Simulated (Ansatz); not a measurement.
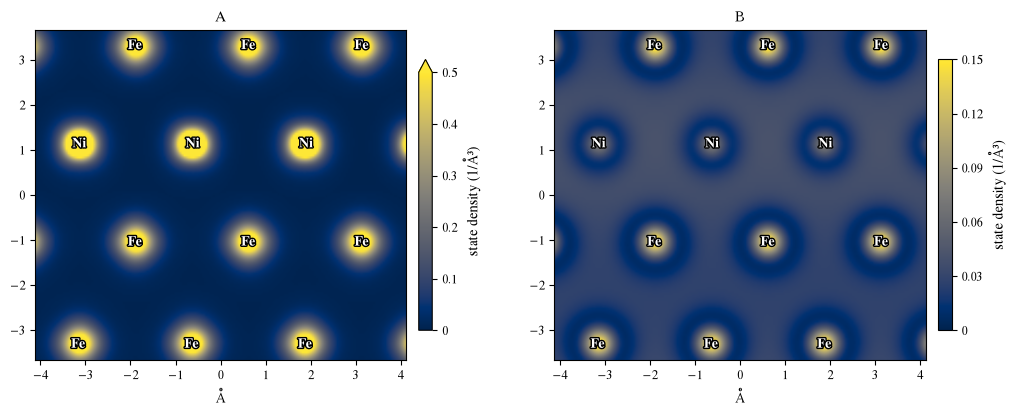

Fe2Ni: densities of the states in two energy windows, on the (101) plane of the conventional cell.

Space group P-3m1; the calculation finds a residual pressure of about −8 GPa at this fixed cell; spin-polarised. Net moment 5.8 μB in the 3-atom cell of the calculation; other magnetic orders weren't tried. The cell comes from a database of computed structures, not from a measurement.

Level of theory: DFT PBEsol, scalar-relativistic, plane waves, PAW in Ansatz 0.2.0.

In a PAW calculation such maps are meaningful between the atoms, not at the nuclei.

Question: Match the panels to the energy ranges (zero at the Fermi level): −8.9 to −5.9 eV and −1.2 to 0.0 eV.

Answer: Panel A: −1.2 to 0.0 eV, the filled states just under the Fermi level, mainly Fe 3d (65 %) and Ni 3d (35 %).
Panel B: −8.9 to −5.9 eV, the lower third of the occupied valence band, mainly Fe 4s (60 %) and Ni 4s (35 %).
The characters are Löwdin shares on a minimal set of atomic orbitals.

The run took 17 s on 2 threads of Arm Neoverse N1, on a shared host, peak memory 0.55 GiB.
